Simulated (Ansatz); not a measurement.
**Geometry relaxation of Ge (part 1 of 2)**

Ge (Fd-3m, 2 atoms in the cell), computed with DFT, LDA, plane waves, PAW, no spin polarisation (Ansatz 0.2.0).

The structure was built on a prototype by a generator. The geometry comes from this level: PBE. Figures and captions count atoms from 1; the log counts them from 0 in places.

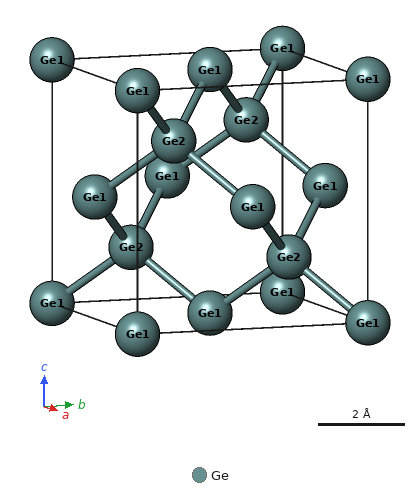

**Figure 1.** The input geometry (ball-and-stick view of the cell 4 times as large as that of the calculation, set on its symmetry axes, seen slightly off an axis; atoms are numbered from 1 in the order of the input). Near neighbours in the crystal (not all of them lie inside the picture): Ge has 4 Ge at 2.49 Å.

The input
```yaml
crystal:
  lattice:
    - [0.0, 2.8806946128, 2.8806946128]
    - [2.8806946128, 0.0, 2.8806946128]
    - [2.8806946128, 2.8806946128, 0.0]
  atoms:
    - { symbol: Ge, position: [0.0, 0.0, 0.0] }
    - { symbol: Ge, position: [0.25, 0.25, 0.25] }
kpoints:
  mp_grid: { grid: [8, 8, 8] }
hamiltonian:
  xc: lda
scf:
  occupations: { method: fermi_dirac, width: 0.02 }
relax:
  f_tol: 0.005
  cell: {}
output:
  write_density: true
  write_potential: true
  elf: true
  volumetric_format: npy
```

Command:
```bash
ansatz run input.yaml --threads 4 --pin off --max-ram 7372MiB --backend cpu --events-out ev --progress --plain --runs-dir out
```

Log
```
Engine: ansatz 0.2.0, aarch64-unknown-linux-gnu
Pseudopotentials: kind: paw
Pseudopotential: Ge, paw, valence charge 14, recommended cutoff 420 eV (normal), Ge.paw.azcp
Functional definition: SPW92
  exchange = slater_x
  correlation = pw_c
Crystal: 2 atoms, lattice volume = 47.810 Å³
Basis set: ecut = 420 eV, 941 PW (Γ)
Bands: 18, of which v1, the nominal top of the filled ones, is band 14 counted from 1 (13 counted from 0)
Symmetry: 48 space group operations
Space group: Fd-3m (ITA 227), of the structure as read, at distance tolerance 3.6e-5 Å
k-points: 29 of 512
Non-local potential: Ge, projectors of the file, l = 0: 2, l = 1: 2, l = 2: 3, l = 3: 1
PAW form: soft (Blöchl's): semilocal exchange-correlation on the pseudo side does not see the compensation charge
PAW frozen core: Ge, regenerated for the run's functional, and the local potential with it (the file was generated under x = pbe(κ = 0.804, μ = 0.2195149727645171), c = pbe(β = 0.06672455060314922))
PAW one-centre angular grid: Ge, 590 points (default); XC on 64 Gauss nodes
Initial density: superposition of atomic densities (neutral atoms: chi_scale 0, normalization atom), corrected by the library's trained network
Initial wavefunctions: pseudopotential atomic-orbital guess
Functional: x = slater, c = lda
SCF iter   1: F=—  HF=-8431.380242 eV  |F-HF|=—  |Δ(HF+E_count)|=         —  Δρ=5.17e-3  dr2=5.52e-3  ethr=1.77e-3  ⟨swp⟩=6.0  Hψ=2409  notcnv=0
preconditioner: auto → none  [insulator: Δε(μ)=0.192 eV  Ē_g=23.231 eV  σ=0.020 eV  W_gap=0.50  n_scr=14 (ndim 8)  ℏωp=28.4 eV  f_vac=0.091  D(μ)=0.20/eV (n_scr^D=0)  ε∞_Penn≈2.5]
SCF iter   2: F=—  HF=-8431.378753 eV  |F-HF|=—  |Δ(HF+E_count)|=   1.49e-3  Δρ=2.42e-3  dr2=1.19e-3  ethr=1.97e-5  ⟨swp⟩=2.6  Hψ=1028  notcnv=0
SCF iter   3: F=—  HF=-8431.378655 eV  |F-HF|=—  |Δ(HF+E_count)|=   9.77e-5  Δρ=2.47e-4  dr2=2.09e-5  ethr=4.25e-6  ⟨swp⟩=1.0  Hψ=523  notcnv=0
SCF iter   4: F=—  HF=-8431.378648 eV  |F-HF|=—  |Δ(HF+E_count)|=   7.64e-6  Δρ=2.49e-5  dr2=1.42e-7  ethr=7.45e-8  ⟨swp⟩=2.7  Hψ=916  notcnv=0
SCF iter   5: F=—  HF=-8431.378648 eV  |F-HF|=—  |Δ(HF+E_count)|=   1.24e-7  Δρ=1.53e-5  dr2=5.17e-8  ethr=5.07e-10  ⟨swp⟩=2.0  Hψ=928  notcnv=0
SCF iter   6: F=-8431.378648 eV  HF=-8431.378648 eV  |F-HF|=1.56e-8  |Δ(HF+E_count)|=   6.52e-8  Δρ=5.43e-6  dr2=6.37e-9  ethr=1.85e-10  ⟨swp⟩=7.1  Hψ=2830  notcnv=0
SCF 1 converged in 6 iterations: F = -8431.378648 eV  dr2 = 6.37e-9
  greatest PAW one-centre occupation: 0.998 electrons in one spin orbital (limit 2), on the Ge atom at site 1 (counted from 0), in its partial waves of l = 2
relax step   1: F+E_penalty+E_count = -8431.37864751 eV  Δ(F+E_penalty+E_count) = +0.000e0 eV  max|allowed force component| = 5.782e-18 eV/Å  Δτ_max = 0.0000 Å  P = -4.405 GPa  Ω = 47.810 Å³  (6 SCF iters, dr2 threshold 1.00e-7 eV, accepted)
Crystal: 2 atoms, lattice volume = 44.894 Å³
Basis set: ecut = 420 eV, 893 PW (Γ)
Initial density: handed on by an earlier stage of this run
Initial wavefunctions: those handed on with the density
iter 1 solved again at ethr=1.87e-5 eV; its pass at ethr=3.10e-3 eV (dr2=5.23e-3 eV) is discarded
SCF iter   1: F=—  HF=-8431.429154 eV  |F-HF|=—  |Δ(HF+E_count)|=         —  Δρ=3.06e-3  dr2=5.26e-3  ethr=1.87e-5  ⟨swp⟩=1.4  Hψ=2982  notcnv=0
preconditioner: auto → none  [insulator: Δε(μ)=0.084 eV  Ē_g=23.522 eV  σ=0.020 eV  W_gap=0.61  n_scr=14 (ndim 8)  ℏωp=29.3 eV  f_vac=0.043  D(μ)=0.16/eV (n_scr^D=0)  ε∞_Penn≈2.6]
SCF iter   2: F=—  HF=-8431.427931 eV  |F-HF|=—  |Δ(HF+E_count)|=   1.22e-3  Δρ=1.32e-3  dr2=7.75e-4  ethr=1.87e-5  ⟨swp⟩=2.0  Hψ=663  notcnv=0
SCF iter   3: F=—  HF=-8431.427831 eV  |F-HF|=—  |Δ(HF+E_count)|=   9.95e-5  Δρ=2.89e-4  dr2=1.16e-5  ethr=2.77e-6  ⟨swp⟩=2.0  Hψ=639  notcnv=0
SCF iter   4: F=—  HF=-8431.427826 eV  |F-HF|=—  |Δ(HF+E_count)|=   5.05e-6  Δρ=7.50e-5  dr2=1.50e-6  ethr=4.13e-8  ⟨swp⟩=2.0  Hψ=927  notcnv=0
SCF iter   5: F=—  HF=-8431.427826 eV  |F-HF|=—  |Δ(HF+E_count)|=   2.04e-7  Δρ=2.08e-5  dr2=1.23e-7  ethr=7.14e-10  ⟨swp⟩=7.7  Hψ=3112  notcnv=0
SCF iter   6: F=-8431.427826 eV  HF=-8431.427826 eV  |F-HF|=4.36e-9  |Δ(HF+E_count)|=   3.63e-8  Δρ=2.91e-6  dr2=2.69e-9  ethr=4.41e-10  ⟨swp⟩=7.0  Hψ=3071  notcnv=0
SCF 2 converged in 6 iterations: F = -8431.427826 eV  dr2 = 2.69e-9
relax step   2: F+E_penalty+E_count = -8431.42782582 eV  Δ(F+E_penalty+E_count) = -4.918e-2 eV  max|allowed force component| = 7.401e-17 eV/Å  Δτ_max = 0.0000 Å  P = -0.734 GPa  Ω = 44.894 Å³  energy of the carried Pulay correction = +4.595e-4 eV  (6 SCF iters, dr2 threshold 2.00e-7 eV, accepted)
Crystal: 2 atoms, lattice volume = 44.353 Å³
iter 1 solved again at ethr=7.99e-7 eV; its pass at ethr=3.10e-3 eV (dr2=2.24e-4 eV) is discarded
SCF iter   1: F=—  HF=-8431.429041 eV  |F-HF|=—  |Δ(HF+E_count)|=         —  Δρ=6.12e-4  dr2=2.02e-4  ethr=7.99e-7  ⟨swp⟩=2.0  Hψ=2929  notcnv=0
preconditioner: auto → none  [insulator: Δε(μ)=0.110 eV  Ē_g=23.564 eV  σ=0.020 eV  W_gap=0.72  n_scr=14 (ndim 8)  ℏωp=29.5 eV  f_vac=0.054  D(μ)=0.16/eV (n_scr^D=0)  ε∞_Penn≈2.6]
SCF iter   2: F=—  HF=-8431.428996 eV  |F-HF|=—  |Δ(HF+E_count)|=   4.52e-5  Δρ=2.68e-4  dr2=3.13e-5  ethr=7.21e-7  ⟨swp⟩=1.3  Hψ=532  notcnv=0
SCF iter   3: F=—  HF=-8431.428992 eV  |F-HF|=—  |Δ(HF+E_count)|=   4.76e-6  Δρ=5.68e-5  dr2=4.14e-7  ethr=1.12e-7  ⟨swp⟩=2.0  Hψ=639  notcnv=0
SCF iter   4: F=-8431.428991 eV  HF=-8431.428991 eV  |F-HF|=2.92e-8  |Δ(HF+E_count)|=   1.81e-7  Δρ=1.56e-5  dr2=5.82e-8  ethr=7.14e-10  ⟨swp⟩=7.0  Hψ=3087  notcnv=0
SCF 3 converged in 4 iterations: F = -8431.428991 eV  dr2 = 5.82e-8
relax step   3: F+E_penalty+E_count = -8431.42899134 eV  Δ(F+E_penalty+E_count) = -1.166e-3 eV  max|allowed force component| = 6.939e-17 eV/Å  Δτ_max = 0.0000 Å  P = +0.092 GPa  Ω = 44.353 Å³  energy of the carried Pulay correction = +5.479e-4 eV  (4 SCF iters, dr2 threshold 2.00e-7 eV, accepted)
Crystal: 2 atoms, lattice volume = 44.410 Å³
iter 1 solved again at ethr=9.98e-9 eV; its pass at ethr=3.10e-3 eV (dr2=2.79e-6 eV) is discarded
SCF iter   1: F=—  HF=-8431.429000 eV  |F-HF|=—  |Δ(HF+E_count)|=         —  Δρ=6.58e-5  dr2=2.42e-6  ethr=9.98e-9  ⟨swp⟩=2.0  Hψ=2888  notcnv=0
preconditioner: auto → none  [insulator: Δε(μ)=0.103 eV  Ē_g=23.555 eV  σ=0.020 eV  W_gap=0.69  n_scr=14 (ndim 8)  ℏωp=29.5 eV  f_vac=0.056  D(μ)=0.16/eV (n_scr^D=0)  ε∞_Penn≈2.6]
SCF iter   2: F=—  HF=-8431.429000 eV  |F-HF|=—  |Δ(HF+E_count)|=   6.85e-7  Δρ=2.70e-5  dr2=3.30e-7  ethr=8.65e-9  ⟨swp⟩=2.0  Hψ=585  notcnv=0
SCF iter   3: F=-8431.429000 eV  HF=-8431.429000 eV  |F-HF|=1.47e-8  |Δ(HF+E_count)|=   6.88e-8  Δρ=6.86e-6  dr2=6.92e-9  ethr=7.52e-11  ⟨swp⟩=5.6  Hψ=3175  notcnv=0
SCF 4 converged in 3 iterations: F = -8431.429000 eV  dr2 = 6.92e-9
relax step   4: F+E_penalty+E_count = -8431.42899957 eV  Δ(F+E_penalty+E_count) = -8.225e-6 eV  max|allowed force component| = 2.313e-17 eV/Å  Δτ_max = 0.0000 Å  P = +0.007 GPa  Ω = 44.410 Å³  energy of the carried Pulay correction = +5.385e-4 eV  (3 SCF iters, dr2 threshold 2.10e-8 eV, accepted)
Initial wavefunctions: pseudopotential atomic-orbital guess (no wavefunctions were taken with the density)
iter 1 solved again at ethr=2.76e-7 eV; its pass at ethr=3.10e-3 eV (dr2=7.72e-5 eV) is discarded
SCF iter   1: F=—  HF=-8431.428377 eV  |F-HF|=—  |Δ(HF+E_count)|=         —  Δρ=4.91e-5  dr2=2.50e-7  ethr=2.76e-7  ⟨swp⟩=3.0  Hψ=3678  notcnv=0
preconditioner: auto → none  [insulator: Δε(μ)=0.103 eV  Ē_g=23.555 eV  σ=0.020 eV  W_gap=0.69  n_scr=14 (ndim 8)  ℏωp=29.5 eV  f_vac=0.053  D(μ)=0.16/eV (n_scr^D=0)  ε∞_Penn≈2.6]
SCF iter   2: F=—  HF=-8431.428376 eV  |F-HF|=—  |Δ(HF+E_count)|=   5.88e-7  Δρ=4.22e-5  dr2=3.14e-7  ethr=8.92e-10  ⟨swp⟩=2.0  Hψ=929  notcnv=0
SCF iter   3: F=—  HF=-8431.428376 eV  |F-HF|=—  |Δ(HF+E_count)|=   3.93e-8  Δρ=7.54e-6  dr2=6.71e-9  ethr=8.92e-10  ⟨swp⟩=2.0  Hψ=926  notcnv=0
SCF iter   4: F=—  HF=-8431.428376 eV  |F-HF|=—  |Δ(HF+E_count)|=   8.69e-9  Δρ=1.34e-6  dr2=3.00e-10  ethr=2.40e-11  ⟨swp⟩=2.0  Hψ=929  notcnv=0
SCF iter   5: F=-8431.428376 eV  HF=-8431.428376 eV  |F-HF|=3.64e-12  |Δ(HF+E_count)|=  4.91e-11  Δρ=9.69e-8  dr2=2.57e-12  ethr=1.00e-12  ⟨swp⟩=3.6  Hψ=2375  notcnv=0
SCF 5 converged in 5 iterations: F = -8431.428376 eV  dr2 = 2.57e-12
relax step   5: F+E_penalty+E_count = -8431.42837604 eV  Δ(F+E_penalty+E_count) = +6.235e-4 eV  max|allowed force component| = 1.342e-16 eV/Å  Δτ_max = 0.0000 Å  P = +0.015 GPa  Ω = 44.410 Å³  stress off target by 1.47e-2 GPa  SCF on the basis re-selected at this cell (its energy is not comparable with the rows above)  (5 SCF iters)
```

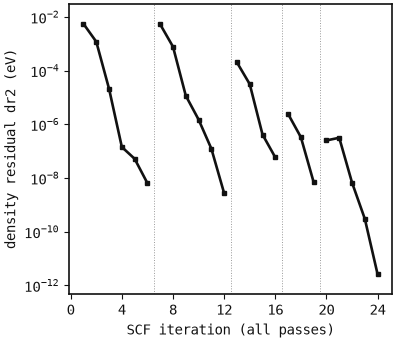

**Figure 2.** Convergence of the self-consistent field: density residual dr2 against the SCF iteration. The dotted lines part the SCF passes of the relaxation: geometry steps, rejected trials and re-solves on a re-selected basis. The 5 passes take 3 to 6 iterations each, 24 in all.

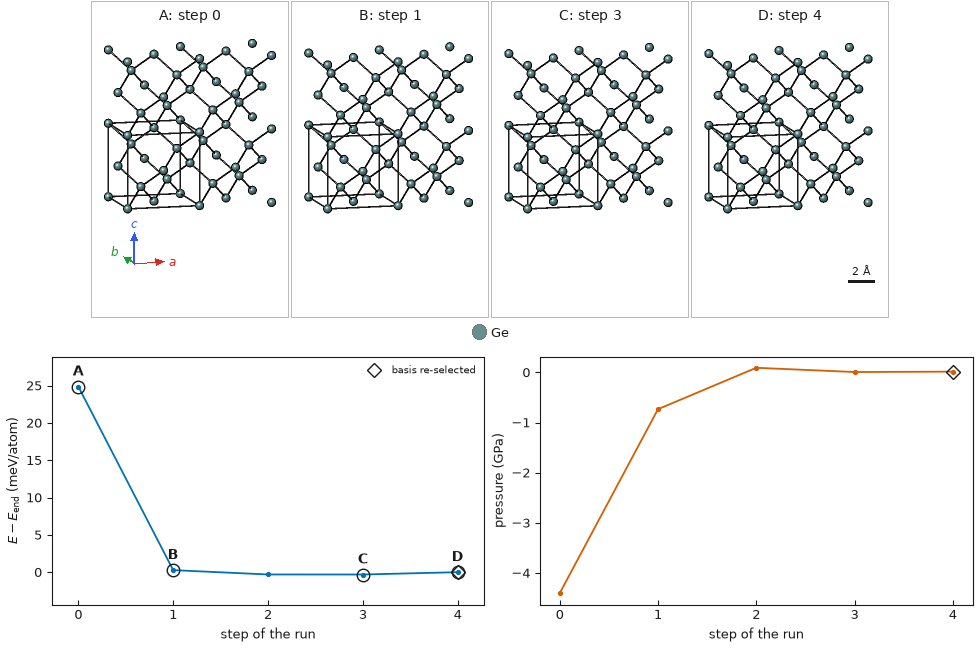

**Figure 3.** Frames of the relaxation (ball-and-stick view of the cell 4 times as large as that of the calculation, set on its symmetry axes, repeated 2 × 1 × 2, seen slightly off an axis) above the curves, on which the letters mark them (the first geometry is step 0 here and step 1 in the log).
